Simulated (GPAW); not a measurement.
# zigzag Co chain, bond 2.185 A: which magnetic order is lowest

Aim: find out whether zigzag Co chain, bond 2.185 A carries moments, and which collinear order costs least.

Main program and level: GPAW 26.7.0; PBE; plane waves with GPAW's PAW setups, scalar-relativistic.

## Step 1: The starting structure

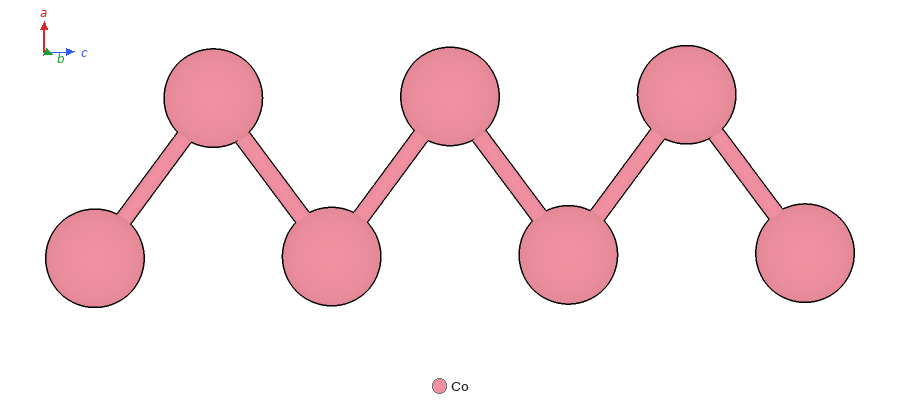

Start, viewed from the side, with the c axis across the page; cobalt pink. 1×1×3 cells are drawn. Some periodic images of atoms are drawn too.

The cell holds 2 atoms: 2 Co. Cell: a = 12.000 Å, b = 12.000 Å, c = 2.622 Å, α = 90.0°, β = 90.0°, γ = 90.0°. model lattice. Vacuum lies along a and b. The structure's axis is c.

## Step 2: Start 1: ferro ++

Parallel moments need no larger cell; this start tests for a ferromagnetic state only.

Contents of order1.py:

```python
import json
import numpy as np
from ase import Atoms
from ase.parallel import paropen, parprint
from gpaw import GPAW

atoms = Atoms(['Co', 'Co'],
    cell=[[12.0, 0.0, 0.0],
         [0.0, 12.0, 0.0],
         [0.0, 0.0, 2.622]],
    scaled_positions=[[0.42716667, 0.5, 0.0],
         [0.57283333, 0.5, 0.5]],
    pbc=True,
    magmoms=[2.0, 2.0])
atoms.calc = GPAW(mode={'name': 'pw', 'ecut': 550},
    xc='PBE',
    kpts={'size': (1, 1, 10), 'gamma': True},
    occupations={'name': 'fermi-dirac', 'width': 0.1},
    convergence={'density': 1e-05, 'energy': 1e-05},
    maxiter=200,
    txt='order1.txt')
e = atoms.get_potential_energy(force_consistent=True)
res = {'free_energy': e, 'energy_sigma0': atoms.get_potential_energy(), 'fermi_energy': atoms.calc.get_fermi_level()}
res['moments'] = atoms.get_magnetic_moments().tolist()
res['total'] = atoms.get_magnetic_moment()
parprint('site moments (muB):', np.round(res['moments'], 3))
parprint(f"total moment: {res['total']:.3f} muB")
parprint(f'free energy: {e:.6f} eV')
atoms.calc.write('order1.gpw')
with paropen('results.json', 'w') as f:
    json.dump(res, f)
```

The run is started by

```console
> OMP_NUM_THREADS=1 python3 order1.py > order1.log
```

What it wrote:

```text
site moments (muB): [2.027 2.027]
total moment: 4.467 muB
free energy: -11.702536 eV

--- order1.txt ---
Input parameters:
  mode=PW(ecut=550),
  convergence={'density': 1e-05, 'energy': 1e-05},
  kpts=MonkhorstPack(size=(1, 1, 10), gamma=True),
  maxiter=200,
  occupations=Occupations(name='fermi-dirac', width=0.1),
  xc=XC(name='PBE')

Diagonalizing LCAO Hamiltonian
Converting LCAO to pw mode
        .----------------------------.
       /|                            |
      / |                            |
     /  .----------------------------.
    /  /                            /
   /  /              Co            /
  /  /                            /
 *  /            Co              /
 | /                            /
 |/                            /
 *----------------------------*

Atoms  # Å, Bohr magnetons
|   | symbol |        x |        y |        z |    initial magnetic moments |
|---|--------|----------|----------|----------|-----------------------------|
| 0 |     Co | 5.126000 | 6.000000 | 0.000000 | ( 0.0000,  0.0000,  2.0000) |
| 1 |     Co | 6.874000 | 6.000000 | 1.311000 | ( 0.0000,  0.0000,  2.0000) |

Unit cell  # Å
| periodic |         x |         y |        z |   lengths |    angles |
|----------|-----------|-----------|----------|-----------|-----------|
|      yes | 12.000000 |  0.000000 | 0.000000 | 12.000000 | 90.000000 |
|      yes |  0.000000 | 12.000000 | 0.000000 | 12.000000 | 90.000000 |
|      yes |  0.000000 |  0.000000 | 2.622000 |  2.622000 | 90.000000 |

Number of symmetries: 4

BZ-sampling:
  Number of BZ points: 10
  Number of IBZ points: 6

  Monkhorst-Pack size: [1, 1, 10]
  Monkhorst-Pack shift: [0.0, 0.0, 0.05]

K-points  # in reciprocal-cell coordinates
|   |                                coordinates |     weight |
|---|--------------------------------------------|------------|
| 0 | (  0.00000000,   0.00000000,   0.00000000) | 0.10000000 |
| 1 | (  0.00000000,   0.00000000,   0.10000000) | 0.20000000 |
| 2 | (  0.00000000,   0.00000000,   0.20000000) | 0.20000000 |
| 3 | (  0.00000000,   0.00000000,   0.30000000) | 0.20000000 |
| 4 | (  0.00000000,   0.00000000,   0.40000000) | 0.20000000 |
| 5 | (  0.00000000,   0.00000000,   0.50000000) | 0.10000000 |

Plane wave coefficients: 11106
Cutoff: 550.0 eV

Spin-components: 2 (collinear spins)
Bands:           18
Projectors:      12
Spin-degeneracy: 1
Datatype:        complex128

Parallelization:
  kpt:    1
  domain: 1
  band:   1

Density:
  Valence electrons: 18.0
  Components: 2
  Grid points: [70 70 15]
  Charge: 0.0  # |e|

Potential:
  Grid points: [70 70 15]

species:
  Co:
    name:    Cobalt
    Z:       27.0
    valence: 9
    core:    18
    charge:  0.0  # [|e|]
    compensation charges:
      type: gauss
      rc: 0.32  # [Å]
      lmax: 2
    cutoffs:
      filter: 1.87  # [Å]
      core: 2.55  # [Å]
    projectors
    | kind |    occ | energy [eV] | rcut [Å] |
    |------|--------|-------------|----------|
    |   4s |  2.000 |      -5.469 |    1.005 |
    |   4p |  0.000 |      -1.277 |    1.058 |
    |   3d |  7.000 |      -8.205 |    1.005 |
    |    s |        |      21.742 |    1.005 |
    |    p |        |      25.934 |    1.058 |
    |    d |        |      19.007 |    1.005 |

    Using partial waves for Co as LCAO basis

Reference energy: -75805.419811  # eV

eigensolver:
  PPCG
  Converge bands: occupied
  niter=2

density mixing:
  MSR1-Mixer
  Pratt-step length: 0.05
  Maximum mixing coefficient: 0.75
  Old densities: 10
  SVD Regularization: 0.005
  Good broyden scale: 1.0
  Trust region scale: 1.0
  Backstep threshold: 4.0
  History deletion threshold: 6.0
  Fourier metric: weight=20.0, sigma=0.015

occupation numbers:
  Fermi-Dirac:
    width: 0.1000  # eV

poisson solver:
  ecut: 4400.0  # eV

xc functional:
  name: PBE with 2 nearest neighbor stencil

convergence criteria:
- Maximum integral of absolute [dens]ity change: 1e-05 electrons / valence electron
- Maximum [total energy] change in last 3 cyles: 1e-05 eV / valence electron
- Maximum integral of absolute [eigenst]ate change: 4e-08 eV^2 / valence electron
maximum number of iterations: 200

SCF iterations
|iter     |      energy | eigst |  dens |  magmom |
|---------|-------------|-------|-------|---------|
|iter:   1|       0s |  -13.842063 | +0.31 |       |  +4.0063|
|iter:   2|       3s |  -13.026354 | -1.10 | -0.70 |  +3.9765|
|iter:   3|       6s |  -11.625862 | -0.21 | -0.77 |  +3.8464|
|iter:   4|       9s |  -11.534000 | -1.08 | -0.99 |  +3.9809|
|iter:   5|      12s |  -11.644035 | -1.48 | -1.25 |  +4.1495|
|iter:   6|      16s |  -11.585628 | -2.03 | -0.99 |  +4.1493|
|iter:   7|      19s |  -11.586236 | -1.80 | -1.24 |  +4.2793|
|iter:   8|      22s |  -11.589406 | -2.41 | -1.62 |  +4.3875|
|iter:   9|      25s |  -11.593699 | -3.44 | -2.06 |  +4.4237|
|iter:  10|      28s |  -11.597099 | -3.65 | -2.31 |  +4.4560|
|iter:  11|      31s |  -11.598620 | -4.22 | -2.46 |  +4.4656|
|iter:  12|      34s |  -11.600674 | -4.10 | -2.70 |  +4.4694|
|iter:  13|      38s |  -11.601049 | -4.77 | -2.90 |  +4.4660|
|iter:  14|      41s |  -11.601406 | -5.40 | -3.50 |  +4.4671|
|iter:  15|      44s |  -11.601422 | -6.25 | -3.84 |  +4.4662|
|iter:  16|      48s |  -11.601449c| -6.94 | -4.08 |  +4.4666|
|iter:  17|      51s |  -11.601444c| -7.44c| -3.95 |  +4.4665|
|iter:  18|      54s |  -11.601455c| -7.72c| -4.29 |  +4.4665|
|iter:  19|      57s |  -11.601471c| -7.66c| -4.67 |  +4.4666|
|iter:  20|      60s |  -11.601460c| -7.82c| -4.93 |  +4.4666|
|iter:  21|      62s |  -11.601462c| -8.50c| -5.24c|  +4.4666|

Converged in 21 steps
Energy contributions relative to reference atoms: (reference = -75805.419811)

Energy contributions:
  Kinetic:          27.847904
  Coulomb:         -22.905695
  Zero:             -0.102946
  External:          0.000000
  Xc:              -16.339650
  Entropy:          -0.202148
  Spinorbit:         0.000000
  ----------------------------
  Free energy:     -11.702536
  Extrapolated:    -11.601462

dipole moment: (-0.000010, -0.000010, -7.017136)  # |e|*Ang

Total magnetic moment: (0.000000, 0.000000, 4.466590)

Local magnetic moments
|        x |        y |        z |
|----------|----------|----------|
| 0.000000 | 0.000000 | 2.027344 |  # Co   0
| 0.000000 | 0.000000 | 2.027342 |  # Co   1

Fermi level: -3.187
Eigenvalues  # (at kpt = [0.000, 0.000, 0.000])
| band index |      eig [eV] | occ [0-1] |      eig [eV] | occ [0-1] |
|------------|---------------|-----------|---------------|-----------|
|          0 |        -8.273 |     1.000 |        -7.806 |     1.000 |
|          1 |        -7.680 |     1.000 |        -6.188 |     1.000 |
|          2 |        -6.586 |     1.000 |        -4.700 |     1.000 |
|          3 |        -6.267 |     1.000 |        -4.507 |     1.000 |
|          4 |        -5.862 |     1.000 |        -4.407 |     1.000 |
|          5 |        -5.323 |     1.000 |        -3.188 |     0.503 |
|          6 |        -5.309 |     1.000 |        -3.139 |     0.383 |
|          7 |        -5.261 |     1.000 |        -3.084 |     0.265 |
|          8 |        -5.019 |     1.000 |        -2.997 |     0.131 |
|          9 |        -4.754 |     1.000 |        -2.938 |     0.077 |
|         10 |        -4.032 |     1.000 |        -2.413 |     0.000 |
|         11 |        -3.939 |     0.999 |        -1.884 |     0.000 |
|         12 |        -2.204 |     0.000 |        -1.851 |     0.000 |
|         13 |        -1.073 |     0.000 |        -0.534 |     0.000 |
|         14 |         0.646 |     0.000 |         0.841 |     0.000 |
|         15 |         0.735 |     0.000 |         1.114 |     0.000 |
|         16 |         1.378 |     0.000 |         1.552 |     0.000 |
|         17 |         1.525 |     0.000 |         1.716 |     0.000 |

No gap
No difference between direct/indirect transitions
```

Wall time 66 s (1 MPI rank of Arm Neoverse V2, shared host); peak memory 0.36 GiB.

Spin moment in the augmentation sphere by atom:

| atom | spin moment in the augmentation sphere (μB) |
| --- | --- |
| Co1 | 2.03 |
| Co2 | 2.03 |

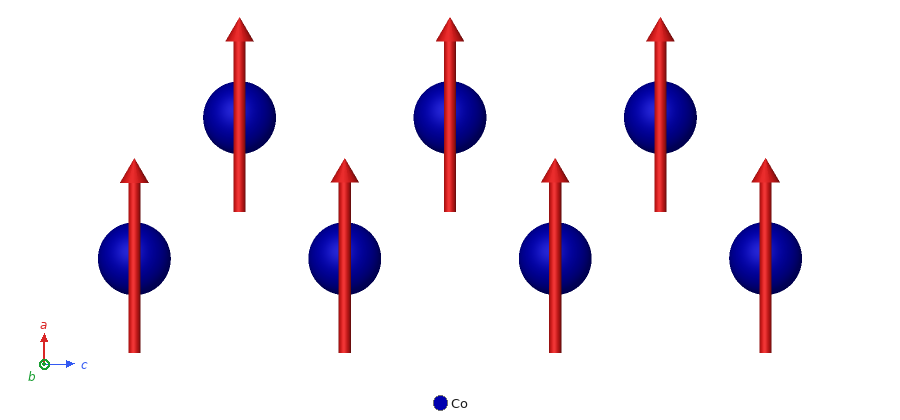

Spin moment in the augmentation sphere as arrows, the longest 2.03 μB. Up and down stand for the sign. Arrows give size and sign along the axis of quantisation, drawn up and down the page. 1×1×3 cells are drawn. Some periodic images of atoms are drawn too.

Numbers from this step:

| Quantity | Value |
| --- | --- |
| magnetization | 4.467 μB |
| final state | ferromagnetic |

After 21 cycles the largest moment stands at 2.03 μB.

## Step 3: Run 2 (antiferro +-)

Reversing part of the moments tests the sign of the couplings between them.

order2.py is the script of step 2 with these lines changed:

```diff
@@ -13,3 +13,3 @@
     pbc=True,
-    magmoms=[2.0, 2.0])
+    magmoms=[2.0, -2.0])
 atoms.calc = GPAW(mode={'name': 'pw', 'ecut': 550},
@@ -20,3 +20,3 @@
     maxiter=200,
-    txt='order1.txt')
+    txt='order2.txt')
 e = atoms.get_potential_energy(force_consistent=True)
@@ -28,3 +28,3 @@
 parprint(f'free energy: {e:.6f} eV')
-atoms.calc.write('order1.gpw')
+atoms.calc.write('order2.gpw')
 with paropen('results.json', 'w') as f:
```

The run is started by

```console
> OMP_NUM_THREADS=1 python3 order2.py > order2.log
```

What it wrote:

```text
site moments (muB): [ 1.525 -1.525]
total moment: 0.000 muB
free energy: -10.929969 eV

--- order2.txt ---
Input parameters:
  mode=PW(ecut=550),
  convergence={'density': 1e-05, 'energy': 1e-05},
  kpts=MonkhorstPack(size=(1, 1, 10), gamma=True),
  maxiter=200,
  occupations=Occupations(name='fermi-dirac', width=0.1),
  xc=XC(name='PBE')

Diagonalizing LCAO Hamiltonian
Converting LCAO to pw mode
        .----------------------------.
       /|                            |
      / |                            |
     /  .----------------------------.
    /  /                            /
   /  /              Co            /
  /  /                            /
 *  /            Co              /
 | /                            /
 |/                            /
 *----------------------------*

Atoms  # Å, Bohr magnetons
|   | symbol |        x |        y |        z |    initial magnetic moments |
|---|--------|----------|----------|----------|-----------------------------|
| 0 |     Co | 5.126000 | 6.000000 | 0.000000 | ( 0.0000,  0.0000,  2.0000) |
| 1 |     Co | 6.874000 | 6.000000 | 1.311000 | ( 0.0000,  0.0000, -2.0000) |

Unit cell  # Å
| periodic |         x |         y |        z |   lengths |    angles |
|----------|-----------|-----------|----------|-----------|-----------|
|      yes | 12.000000 |  0.000000 | 0.000000 | 12.000000 | 90.000000 |
|      yes |  0.000000 | 12.000000 | 0.000000 | 12.000000 | 90.000000 |
|      yes |  0.000000 |  0.000000 | 2.622000 |  2.622000 | 90.000000 |

Number of symmetries: 4

BZ-sampling:
  Number of BZ points: 10
  Number of IBZ points: 6

  Monkhorst-Pack size: [1, 1, 10]
  Monkhorst-Pack shift: [0.0, 0.0, 0.05]

Plane wave coefficients: 11106
Cutoff: 550.0 eV

Spin-components: 2 (collinear spins)
Bands:           15
Projectors:      12
Spin-degeneracy: 1
Datatype:        complex128

Parallelization:
  kpt:    1
  domain: 1
  band:   1

Density:
  Valence electrons: 18.0
  Components: 2
  Grid points: [70 70 15]
  Charge: 0.0  # |e|

Potential:
  Grid points: [70 70 15]

[... setups left out ...]
Reference energy: -75805.419811  # eV

eigensolver:
  PPCG
  Converge bands: occupied
  niter=2

density mixing:
  MSR1-Mixer
  Pratt-step length: 0.05
  Maximum mixing coefficient: 0.75
  Old densities: 10
  SVD Regularization: 0.005
  Good broyden scale: 1.0
  Trust region scale: 1.0
  Backstep threshold: 4.0
  History deletion threshold: 6.0
  Fourier metric: weight=20.0, sigma=0.015

occupation numbers:
  Fermi-Dirac:
    width: 0.1000  # eV

poisson solver:
  ecut: 4400.0  # eV

xc functional:
  name: PBE with 2 nearest neighbor stencil

convergence criteria:
- Maximum integral of absolute [dens]ity change: 1e-05 electrons / valence electron
- Maximum [total energy] change in last 3 cyles: 1e-05 eV / valence electron
- Maximum integral of absolute [eigenst]ate change: 4e-08 eV^2 / valence electron
maximum number of iterations: 200

SCF iterations
|iter     |      energy | eigst |  dens |  magmom |
|---------|-------------|-------|-------|---------|
|iter:   1|       0s |  -12.906791 | +0.23 |       |  +0.0000|
|iter:   2|       3s |  -12.099766 | -1.08 | -0.65 |  +0.0000|
|iter:   3|       6s |  -10.705462 | -0.18 | -0.73 |  -0.0001|
|iter:   4|       8s |  -10.714430 | -1.09 | -1.21 |  +0.0014|
|iter:   5|      11s |  -11.107797 | -1.24 | -1.19 |  -0.0389|
|iter:   6|      14s |  -10.701312 | -1.54 | -0.62 |  +0.0039|
|iter:   7|      17s |  -10.750754 | -1.21 | -1.32 |  -0.0054|
|iter:   8|      19s |  -10.700335 | -1.40 | -1.26 |  -0.0005|
|iter:   9|      22s |  -10.688394 | -2.32 | -1.40 |  -0.0071|
|iter:  10|      25s |  -10.695099 | -3.41 | -1.94 |  -0.0056|
|iter:  11|      28s |  -10.710138 | -3.01 | -2.03 |  -0.0051|
|iter:  12|      31s |  -10.756663 | -2.72 | -2.08 |  -0.0030|
|iter:  13|      33s |  -10.819888 | -2.31 | -1.97 |  +0.0035|
[...]
|iter:  17|      44s |  -10.819427 | -3.09 | -2.16 |  +0.0053|
|iter:  18|      47s |  -10.827551 | -3.00 | -2.71 |  +0.0074|
|iter:  19|      50s |  -10.823940 | -3.41 | -2.37 |  +0.0054|
|iter:  20|      53s |  -10.824337 | -5.25 | -3.08 |  +0.0045|
|iter:  21|      56s |  -10.825778 | -4.79 | -3.38 |  +0.0037|
|iter:  22|      58s |  -10.824045 | -4.62 | -3.06 |  +0.0027|
|iter:  23|      61s |  -10.824622 | -5.32 | -3.54 |  +0.0010|
|iter:  24|      64s |  -10.824678 | -6.25 | -3.60 |  +0.0006|
|iter:  25|      67s |  -10.824778c| -6.59 | -4.00 |  +0.0003|
|iter:  26|      70s |  -10.824681c| -6.87 | -4.11 |  +0.0002|
|iter:  27|      72s |  -10.824704c| -7.89c| -4.60 |  +0.0002|
|iter:  28|      74s |  -10.824697c| -8.24c| -4.87 |  +0.0001|
|iter:  29|      75s |  -10.824693c| -8.48c| -5.13c|  +0.0001|

Converged in 29 steps
Energy contributions relative to reference atoms: (reference = -75805.419811)

Energy contributions:
  Kinetic:          30.220656
  Coulomb:         -24.259539
  Zero:             -0.116099
  External:          0.000000
  Xc:              -16.564435
  Entropy:          -0.210552
  Spinorbit:         0.000000
  ----------------------------
  Free energy:     -10.929969
  Extrapolated:    -10.824693

dipole moment: (-0.000020, -0.000010, -7.004900)  # |e|*Ang

Total magnetic moment: (0.000000, 0.000000, 0.000117)

Local magnetic moments
|        x |        y |         z |
|----------|----------|-----------|
| 0.000000 | 0.000000 |  1.525177 |  # Co   0
| 0.000000 | 0.000000 | -1.525075 |  # Co   1

Fermi level: -3.178
Eigenvalues  # (at kpt = [0.000, 0.000, 0.000])
| band index |      eig [eV] | occ [0-1] |      eig [eV] | occ [0-1] |
|------------|---------------|-----------|---------------|-----------|
|          0 |        -7.939 |     1.000 |        -7.939 |     1.000 |
|          1 |        -6.802 |     1.000 |        -6.802 |     1.000 |
|          2 |        -5.742 |     1.000 |        -5.742 |     1.000 |
|          3 |        -5.489 |     1.000 |        -5.489 |     1.000 |
|          4 |        -5.320 |     1.000 |        -5.320 |     1.000 |
|          5 |        -4.444 |     1.000 |        -4.444 |     1.000 |
|          6 |        -4.012 |     1.000 |        -4.012 |     1.000 |
|          7 |        -3.811 |     0.998 |        -3.811 |     0.998 |
|          8 |        -3.201 |     0.557 |        -3.201 |     0.557 |
|          9 |        -2.967 |     0.108 |        -2.967 |     0.108 |
|         10 |        -2.953 |     0.095 |        -2.953 |     0.095 |
|         11 |        -2.441 |     0.001 |        -2.441 |     0.001 |
|         12 |        -2.034 |     0.000 |        -2.034 |     0.000 |
|         13 |        -0.719 |     0.000 |        -0.719 |     0.000 |
|         14 |         0.899 |     0.000 |         0.899 |     0.000 |

No gap
No difference between direct/indirect transitions
```

The job ended after 80 s (1 MPI rank; peak memory 0.36 GiB).

Spin moment in the augmentation sphere by atom:

| atom | spin moment in the augmentation sphere (μB) |
| --- | --- |
| Co1 | 1.53 |
| Co2 | -1.53 |

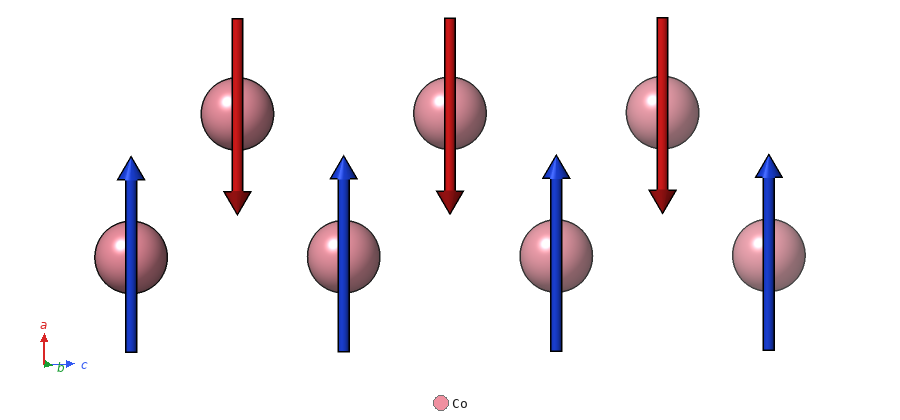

Spin moment in the augmentation sphere as arrows, the longest 1.53 μB. Up and down stand for the sign. Arrows give size and sign along the axis of quantisation, drawn up and down the page. The two directions have two colours. 1×1×3 cells are drawn. Some periodic images of atoms are drawn too.

Numbers from this step:

* magnetization: 0 μB
* final state: antiferromagnetic

It lies 386 meV a seeded atom over the first start, and its largest moment is 1.53 μB against 2.03 μB.

## Step 4: Start 3: antiferro q=(0,0,1/2) +-+-

Reversing part of the moments tests the sign of the couplings between them.

This order needs a doubled cell of 4 atoms. Its mesh is chosen so that both cells sample the same points.

Contents of order3.py:

```python
import json
import numpy as np
from ase import Atoms
from ase.parallel import paropen, parprint
from gpaw import GPAW

atoms = Atoms(['Co', 'Co', 'Co', 'Co'],
    cell=[[12.0, 0.0, 0.0],
         [0.0, 12.0, 0.0],
         [0.0, 0.0, 5.244]],
    scaled_positions=[[0.42716667, 0.5, 0.0],
         [0.42716667, 0.5, 0.5],
         [0.57283333, 0.5, 0.25],
         [0.57283333, 0.5, 0.75]],
    pbc=True,
    magmoms=[2.0, -2.0, 2.0, -2.0])
atoms.calc = GPAW(mode={'name': 'pw', 'ecut': 550},
    xc='PBE',
    kpts={'size': (1, 1, 5), 'gamma': True},
    occupations={'name': 'fermi-dirac', 'width': 0.1},
    convergence={'density': 1e-05, 'energy': 1e-05},
    maxiter=200,
    txt='order3.txt')
e = atoms.get_potential_energy(force_consistent=True)
res = {'free_energy': e, 'energy_sigma0': atoms.get_potential_energy(), 'fermi_energy': atoms.calc.get_fermi_level()}
res['moments'] = atoms.get_magnetic_moments().tolist()
res['total'] = atoms.get_magnetic_moment()
parprint('site moments (muB):', np.round(res['moments'], 3))
parprint(f"total moment: {res['total']:.3f} muB")
parprint(f'free energy: {e:.6f} eV')
atoms.calc.write('order3.gpw')
with paropen('results.json', 'w') as f:
    json.dump(res, f)
```

The run is started by

```console
> OMP_NUM_THREADS=1 python3 order3.py > order3.log
```

What it wrote:

```text
Input parameters:
  mode=PW(ecut=550),
  convergence={'density': 1e-05, 'energy': 1e-05},
  kpts=MonkhorstPack(size=(1, 1, 5), gamma=True),
  maxiter=200,
  occupations=Occupations(name='fermi-dirac', width=0.1),
  xc=XC(name='PBE')

Diagonalizing LCAO Hamiltonian
Converting LCAO to pw mode
        .----------------------------.
       /|                            |
      / |                            |
     /  |                            |
    /   |                            |
   /    |            Co              |
  /     .----------------------------.
[...]
|iter:   6|      29s |  -22.181828 | -1.83 | -0.82 |  +0.0000|
[...]
[... 100 iterations left out ...]
[...]
|iter: 113|     676s |  -22.216576 | -4.79 | -3.09 |  +0.0006|
|iter: 114|     682s |  -22.216755c| -5.26 | -3.17 |  +0.0008|
|iter: 115|     689s |  -22.216601c| -5.20 | -3.06 |  +0.0006|
|iter: 116|     695s |  -22.216767c| -5.53 | -3.15 |  +0.0007|
|iter: 117|     701s |  -22.216728c| -6.44 | -2.98 |  +0.0007|
|iter: 118|     707s |  -22.218382 | -4.08 | -2.98 |  +0.0009|
|iter: 119|     713s |  -22.216748 | -4.15 | -1.88 |  +0.0007|
|iter: 120|     719s |  -22.216783 | -5.89 | -3.07 |  +0.0007|
```

The job ended after 12 min (1 MPI rank; peak memory 0.61 GiB).

The run was cut off at its time limit.

It was cut off while still iterating. More time helps where the residual falls; where it has stalled, the mixing must change.

(Continued in part 2 of 2.)

[Logs and program files are shortened in this print: banners, set-up blocks, solver, clock and traceback lines can be left out without a mark of their own.]

[Logs are printed without paths, hosts, clocks, repeated set-up lines and the standing remarks that a program may print on its own settings, such as how far it seeks lower states.]

[Hosts, paths, dates, database ids (printed as entryN), source tags and the programs' standing remarks are cut or masked in the printed files.]

[Where a cell is said to come from a database of computed structures, the database is the Materials Project.]
